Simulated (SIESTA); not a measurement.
**Energy of La$_{2}$O$_{3}$ along an even scaling of the cell**

System: La$_{2}$O$_{3}$ (P-3m1, 5 atoms in the cell).
Method: Kohn-Sham DFT of a periodic cell, LDA, PseudoDojo 0.4 standard, converted to PSML, no spin polarisation (SIESTA 5.4.2).

The 7 runs differ only in the geometry, by an even scaling of the cell at fixed fractional positions. The structure derives from a Materials Project entry.

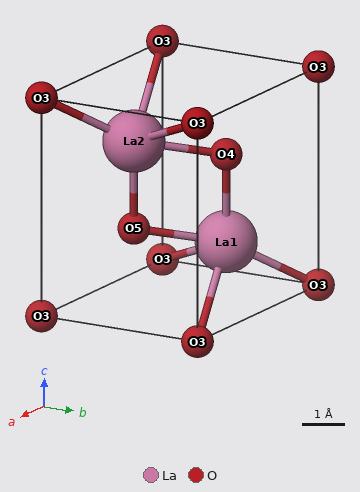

Figure 1. The structure of run 4 (ball-and-stick view of the cell of the calculation, seen at an oblique angle; atoms are numbered from 1 in the order of the input). An atom can appear more than once, as a periodic image.

### Input of run 4
```
SystemName                      La2O3
SystemLabel                     La2O3
NumberOfSpecies                 2
NumberOfAtoms                   5
%block ChemicalSpeciesLabel
  1  57 La
  2   8 O
%endblock ChemicalSpeciesLabel

LatticeConstant                 1.0 Ang
%block LatticeVectors
     3.9307778780     0.0000000000     0.0000000000
    -1.9653889390     3.4041534990     0.0000000000
     0.0000000000     0.0000000000     6.1119535200
%endblock LatticeVectors
AtomicCoordinatesFormat         Fractional
%block AtomicCoordinatesAndAtomicSpecies
     0.3333333333     0.6666666667     0.2462356800  1  La
     0.6666666667     0.3333333333     0.7537643200  1  La
     0.0000000000     0.0000000000     0.0000000000  2  O
     0.3333333333     0.6666666667     0.6458906500  2  O
     0.6666666667     0.3333333333     0.3541093500  2  O
%endblock AtomicCoordinatesAndAtomicSpecies

%block kgrid.MonkhorstPack
    6   0   0  0.0
    0   6   0  0.0
    0   0   4  0.0
%endblock kgrid.MonkhorstPack
XC.Functional                   LDA
XC.Authors                      PW92
PAO.BasisSize                   DZP
PAO.EnergyShift                 0.003 Ry
Mesh.Cutoff                     800 Ry
OccupationFunction              FD
ElectronicTemperature           0.05 eV
MaxSCFIterations                120
SCF.MustConverge                false
SCF.Mixer.Method                Pulay
SCF.Mixer.Weight                0.25
SCF.Mixer.History               8
SCF.DM.Tolerance                5.0e-05
SCF.H.Tolerance                 1.0e-03 eV
WriteForces                     true
Charge.Mulliken                 end
%block PAO.Basis
  La 5
  n=5 0 2
    4.197 0.000
  n=6 0 2
    9.500 0.000
  n=5 1 2
    4.957 0.000
  n=6 1 1
    9.500
  n=5 2 2
    8.463 0.000
%endblock PAO.Basis
```

Command:
```bash
siesta < La2O3.fdf > La2O3.out 2>&1
```

Lattice vectors (Å) and fractional positions of run 4:
```
   3.930778    0.000000    0.000000
  -1.965389    3.404153    0.000000
   0.000000    0.000000    6.111954
La  0.333333  0.666667  0.246236
La  0.666667  0.333333  0.753764
O   0.000000  0.000000  0.000000
O   0.333333  0.666667  0.645891
O   0.666667  0.333333  0.354109
```

Run 2 differs from it as follows:
```diff
-     3.9307778780     0.0000000000     0.0000000000
-    -1.9653889390     3.4041534990     0.0000000000
-     0.0000000000     0.0000000000     6.1119535200
+     3.8776527457     0.0000000000     0.0000000000
+    -1.9388263728     3.3581457848     0.0000000000
+     0.0000000000     0.0000000000     6.0293494275
```

### Results, with one run withheld

| run | volume per atom (Å³) | free energy per atom, from the lowest run given (meV) | pressure (GPa) | gap on the mesh (eV) |
| --- | --- | --- | --- | --- |
| 1 | 15.375 | 35.58 | 11.38 | 3.59 |
| 2 | 15.703 | ? | ? | ? |
| 3 | 16.030 | 4.82 | 4.01 | 3.61 |
| 4 | 16.357 | 0.00 | 0.78 | 3.59 |
| 5 | 16.684 | 1.38 | −2.05 | 3.56 |
| 6 | 17.011 | 8.23 | −4.62 | 3.53 |
| 7 | 17.338 | 20.10 | −6.93 | 3.50 |

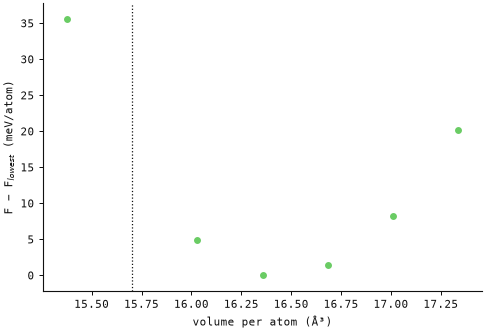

Figure 2. Free energy per atom of the runs given; the dotted line marks run 2.

Estimate the energy of run 2 from the others.

A cubic polynomial in V^(−2/3) (the Birch–Murnaghan form), fitted to the 6 runs given, misses them by at most 0.02 meV per atom. With x = V^(−2/3) − 0.15464 Å⁻², it reads F = −0.19401 + 2.2674 x + 7.0874e+05 x² + 3.7725e+05 x³ (meV per atom). At run 2 it gives 16.39 meV per atom, and the run itself gives 16.47. The slope of the fit gives a pressure −dF/dV of 7.46 GPa there, and the run prints 7.46 GPa. The fit has its minimum at 16.445 Å³ per atom, where V d²F/dV² gives 147 GPa. Cell shape and fractional positions are held, so this is the stiffness under even scaling; the relaxed bulk modulus wasn't computed. The gap on the mesh lies between 3.50 eV (run 7) and 3.61 eV (run 3); run 2 has 3.60 eV. These are gaps of this functional on this mesh, which can miss the band edges; they aren't the measured gap.

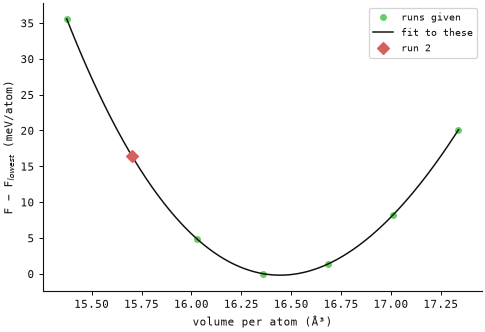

Figure 3. The fit and the withheld run.

### Some lines of the output (run 2)
```
[...]
outcell: Cell volume (Ang**3)        :     78.5125
stepf: Fermi-Dirac step function
siesta: Etot    =     -3252.194342
siesta: FreeEng =     -3252.194342
        iscf     Eharris(eV)        E_KS(eV)     FreeEng(eV)     dDmax    Ef(eV) dHmax(eV)
siesta: E_KS(eV) =            -3262.7589
siesta: E_KS - E_eggbox =     -3262.7589
siesta: Etot    =     -3262.758939
siesta: FreeEng =     -3262.758939
siesta:         Fermi =      -7.319107
siesta: Cell volume =         78.512519 Ang**3
    Orbital volume contribution        =           5.663581 eV
```

Notes on the run: xc_check: WARNING: Pseudopotential generated with GGA PBE functional. Points of doubt noted for this run: mulliken charges of long orbitals. With a small basis of atomic orbitals these values can differ much from converged plane-wave results.
